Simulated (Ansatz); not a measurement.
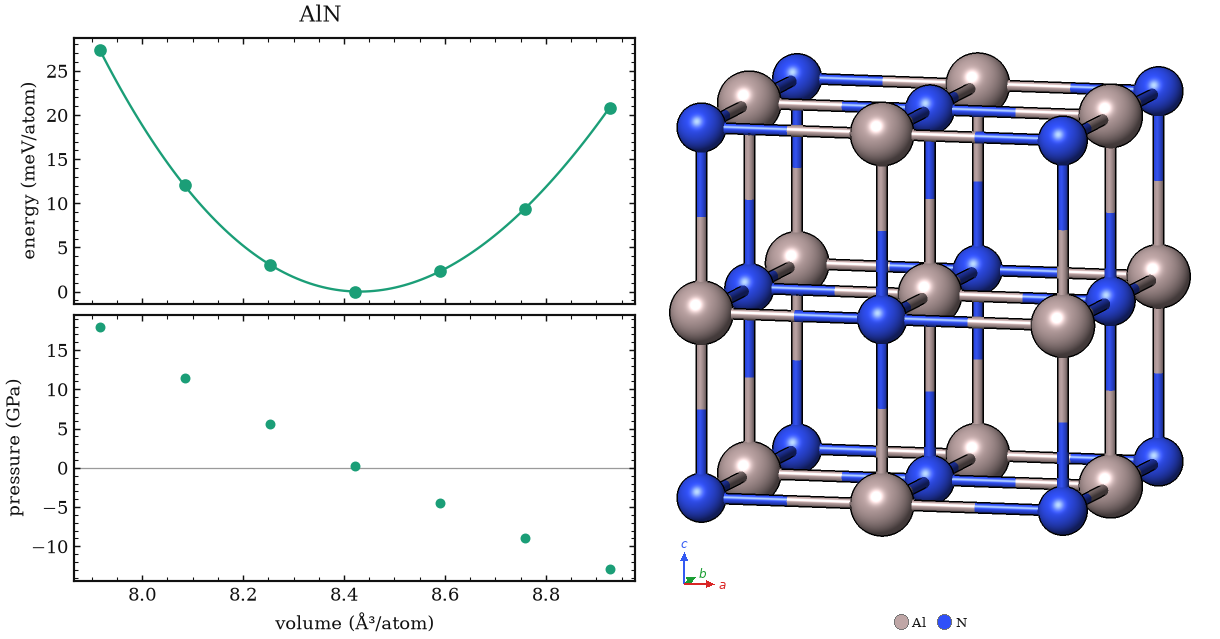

Caption: Energy and pressure against volume for AlN, space group Fm-3m (No. 225). The conventional cell is drawn beside the plot.

A third-order Birch–Murnaghan fit gives V0 = 8.43 Å³/atom, B0 = 252 GPa and B′ = 3.9. The energy is 27.41 meV/atom at volume 7.9161 Å³/atom and 20.84 meV/atom at 8.9267 Å³/atom; the lowest computed point is at volume 8.4214 Å³/atom (0.00 meV/atom), and no other minimum shows. The pressure falls from 17.99 GPa at volume 7.9161 Å³/atom to −12.83 GPa at 8.9267 Å³/atom, and changes sign near 8.43 Å³/atom.

Computed with Ansatz 0.2.0: plane-wave DFT, no spin polarisation; energies at scaled volumes of the given cell, shape and fractions fixed, counted from the fit's minimum, third-order Birch-Murnaghan fit. Level: PBE.

- k mesh: 11×11×11
- occupations: Fermi–Dirac
- smearing width: 0.05 eV
- potentials: Ansatz PAW
- wave cutoff: 420 eV
- density cutoff: 1680 eV

Cell as given: a = 2.877 Å, b = 2.877 Å, c = 2.877 Å, α = 60.00°, β = 60.00°, γ = 60.00°; 2 atoms.
